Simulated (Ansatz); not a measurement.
HfO2: several calculations on one system

Part 1: Relaxation

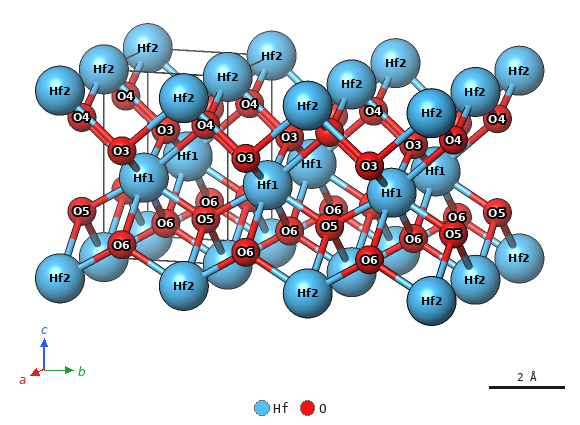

Crystalline HfO₂ (set up in P4_2/nmc), before the relaxation. Style: ball-and-stick. Shown: the cell of the calculation, repeated 2 × 3 × 1 with one cell outlined, slightly off an axis.

Case: relaxed at 10 GPa.

All numbers below come from Ansatz 0.2.0, DFT PBE, scalar-relativistic, plane waves, PAW.

The input:
```yaml
crystal:
  lattice:
    - [3.5504518057, 0.0, 0.0]
    - [0.0, 3.5504518057, 0.0]
    - [0.0, 0.0, 5.1490037939]
  atoms:
    - { symbol: Hf, position: [0.5, 0.5, 0.5] }
    - { symbol: Hf, position: [0.0, 0.0, 0.0] }
    - { symbol: O, position: [0.0, 0.5, 0.6992929054] }
    - { symbol: O, position: [0.5, 0.0, 0.8007070946] }
    - { symbol: O, position: [0.5, 0.0, 0.3007070946] }
    - { symbol: O, position: [0.0, 0.5, 0.1992929054] }
basis:
  ecutwfc: 420
kpoints:
  mp_grid: { grid: [6, 6, 4] }
hamiltonian:
  xc: pbe
scf:
  occupations: { method: gaussian, width: 0.02 }
output:
  forces: true
  stress: true
  eigenvalues: true
relax:
  adjacent_minimum: "off"
  f_tol: 0.008
  max_steps: 50
  cell: { stress_tol: 0.08, p_target: 10.0 }
```

Run as
```bash
ansatz run input.yaml --threads 1 --pin off --max-ram 2560MiB --backend cpu --events-out ev --progress --plain --runs-dir out
```

### Where does the relaxation end?

The largest moves relative to the cell, 0.027 Å, are those of O3, O4, O5 and O6. O4 goes along −c. Hf stays in place. The drawn cell changes as follows: a = b 3.550 → 3.558 Å (+0.2 %), c 5.149 → 5.133 Å (−0.3 %); the volume changes by +0.1 %. Near-neighbour distances that change, for instance: Hf1–O4 2.356 → 2.338 Å, Hf1–O3 2.050 → 2.066 Å. The space group stays P4_2/nmc (No. 137). The energy falls by 13.0 meV per cell of the calculation in 4 accepted moves (5 points after the start). With the target pressure of 10 GPa, the enthalpy E + pV changes by −7.7 meV per cell of the calculation. The largest force component goes from 0.13 to 0.00035 eV/Å. Pressure: 11.83 GPa at the start and 10.02 GPa at the end. At 1 point the geometry stayed and the basis and grid were re-selected for the new cell (energy shift of 0.3 meV per cell of the calculation at most each time).

Part 2: Relaxation

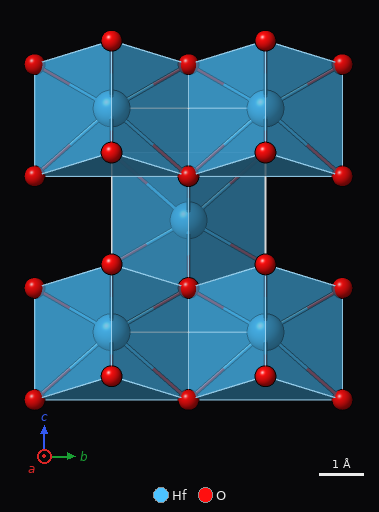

Starting structure of a crystal of HfO$_{2}$ (set up in P4_2/nmc) (coarse preliminary run). The picture is a polyhedral view of the cell of the calculation, seen along the a axis.

Method: DFT PBE, scalar-relativistic, plane waves, PAW (Ansatz).

Input file:
```yaml
crystal:
  lattice:
    - [3.55801933, 0.0, 0.0]
    - [0.0, 3.55801933, 0.0]
    - [0.0, 0.0, 5.17186121]
  atoms:
    - { symbol: Hf, position: [0.5, 0.5, 0.5] }
    - { symbol: Hf, position: [0.0, 0.0, 0.0] }
    - { symbol: O, position: [0.0, 0.5, 0.69720788] }
    - { symbol: O, position: [0.5, 0.0, 0.80279212] }
    - { symbol: O, position: [0.5, 0.0, 0.30279212] }
    - { symbol: O, position: [0.0, 0.5, 0.19720788] }
basis:
  ecutwfc: 420
kpoints:
  mp_grid: { grid: [6, 6, 4] }
hamiltonian:
  xc: pbe
scf:
  occupations: { method: gaussian, width: 0.1 }
output:
  forces: true
  stress: true
  eigenvalues: true
relax:
  adjacent_minimum: "off"
  f_tol: 0.05
  max_steps: 80
  cell: { stress_tol: 0.5 }
```

Command:
```bash
ansatz run input.yaml --threads 1 --pin off --max-ram 2560MiB --backend cpu --events-out ev --progress --plain --runs-dir out
```

Question: Predict the outcome.

Answer: The largest moves relative to the cell, 0.012 Å, are those of O3, O4, O5 and O6. O4 goes along +c. Hf stays in place. The volume changes by +4.1 %, with a = b 3.558 → 3.603 Å (+1.3 %), c 5.172 → 5.251 Å (+1.5 %). Near-neighbour distances that change, for instance: Hf1–O4 2.370 → 2.410 Å, Hf1–O3 2.051 → 2.072 Å. The space group stays P4_2/nmc (No. 137). Over 2 accepted moves (3 points after the start) the energy falls by 13.3 meV per atom. The largest force component goes from 0.14 to 0.026 eV/Å. The pressure goes from 10.01 to 0.23 GPa. At 1 point the geometry stayed and the basis and grid were re-selected for the new cell (energy shift of 2.6 meV per atom at most each time). Cost: 12 s on 1 thread of Intel(R) Xeon(R) 6975P-C (Granite Rapids), on a shared host, peak memory 0.45 GiB.

The end point in the same view:

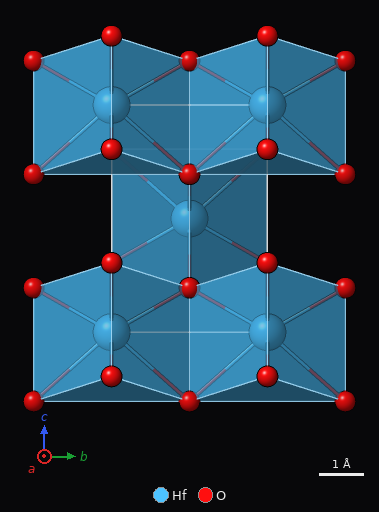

Part 3: Series

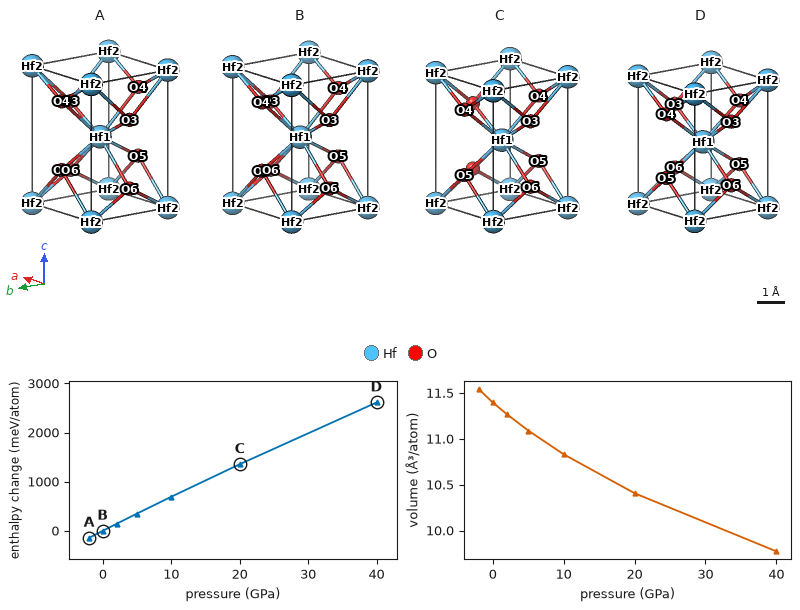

Members of a series of calculations on solid HfO₂ (set up in P4_2/nmc), marked on the first curve. A ball-and-stick model of the cell of the calculation, seen from a free direction.

Method: DFT PBE, scalar-relativistic, plane waves, PAW in Ansatz 0.2.0. Settings: plane-wave cutoff 420 eV; occupations gaussian; smearing width 0.02 eV; no spin polarisation. The k-mesh is chosen for each cell (6×6×4, 8×8×6).

Q: Describe the series.

A: The structure is relaxed at several pressures. A (pressure −2.0 GPa): enthalpy change −143 meV/atom, volume 11.54 Å³ per atom. B (pressure 0.0 GPa): enthalpy change 0.0 meV/atom, volume 11.40 Å³ per atom. C (pressure 20.0 GPa): enthalpy change 1355 meV/atom, volume 10.41 Å³ per atom. D (pressure 40.0 GPa): enthalpy change 2612 meV/atom, volume 9.77 Å³ per atom. The rest compares A with D. The volume changes by −15.3 %, with a = b 3.615 → 3.457 Å (−4.4 %), c 5.300 → 4.907 Å (−7.4 %). Some distances before and after: Hf–O 2.441 → 2.180 Å, Hf–O 2.070 → 2.062 Å.
